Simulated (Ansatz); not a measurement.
Al4Cu

Input file:

```
crystal:
  lattice:
    - [0.0, 3.705830794, 3.705830794]
    - [3.705830794, 0.0, 3.705830794]
    - [3.705830794, 3.705830794, 0.0]
  atoms:
    - { symbol: Al, position: [0.3744108728, 0.8767673817, 0.3744108728] }
    - { symbol: Al, position: [0.3744108728, 0.3744108728, 0.3744108728] }
    - { symbol: Al, position: [0.8767673817, 0.3744108728, 0.3744108728] }
    - { symbol: Al, position: [0.3744108728, 0.3744108728, 0.8767673817] }
    - { symbol: Cu, position: [0.75, 0.75, 0.75] }
basis:
  ecutwfc: 420
kpoints:
  mp_grid: { grid: [10, 10, 10] }
hamiltonian:
  xc: pbe
scf:
  occupations: { method: gaussian, width: 0.1 }
output:
  forces: true
  stress: true
  eigenvalues: true
  write_density: true
  write_potential: true
  elf: true
  volumetric_format: npy
relax:
  adjacent_minimum: "off"
  f_tol: 0.01
  max_steps: 80
  cell: { stress_tol: 0.05 }
```

Command:

```sh
ansatz run input.yaml --threads 1 --pin off --max-ram 2560MiB --backend cpu --events-out ev --progress --plain --runs-dir out
```

Below, planes, directions and counts refer to the conventional cell (a = 7.41 Å, b = 7.41 Å, c = 7.41 Å, α = 90.00°, β = 90.00°, γ = 90.00°).

Space group F-43m; a structure generated by program, which may or may not match a known phase; computed without spin polarisation.

The calculation used DFT PBE, scalar-relativistic, plane waves, PAW (Ansatz).

Q: Predict the valence pseudo-density and electron localisation function between the atoms.

A: Al–Al (2.61 Å): ρ at the midpoint is about 0.27 e/Å³; the ELF peaks at about 0.75 between the atoms.
Al–Cu (3.07 Å): ρ at the midpoint is about 0.15 e/Å³; the ELF is about 0.40 at the midpoint.

Q: Does the calculation make it a metal, or give it a gap?

A: It is metallic or semimetallic at this level of theory: no gap opens.

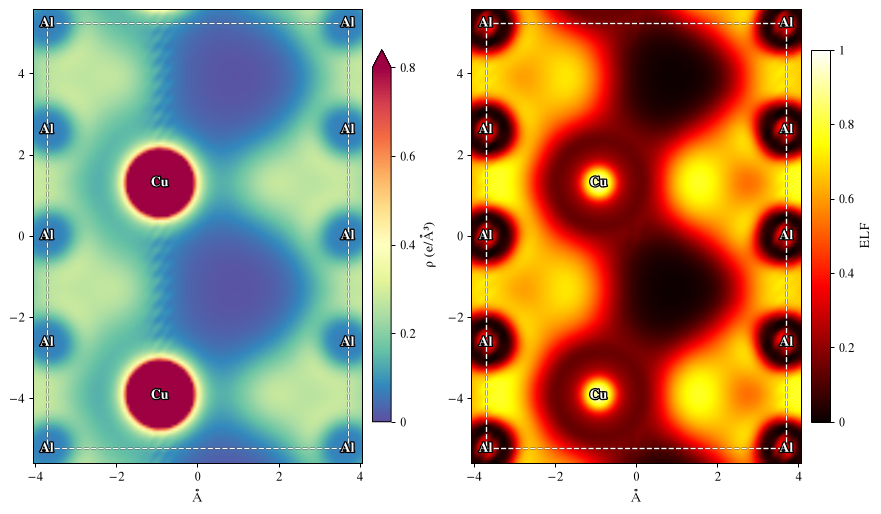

Computed valence pseudo-density and electron localisation function on the (110) plane of the conventional cell, in this order. 

The density is the valence pseudo-density of a PAW calculation; it isn't the true density close to the nuclei.
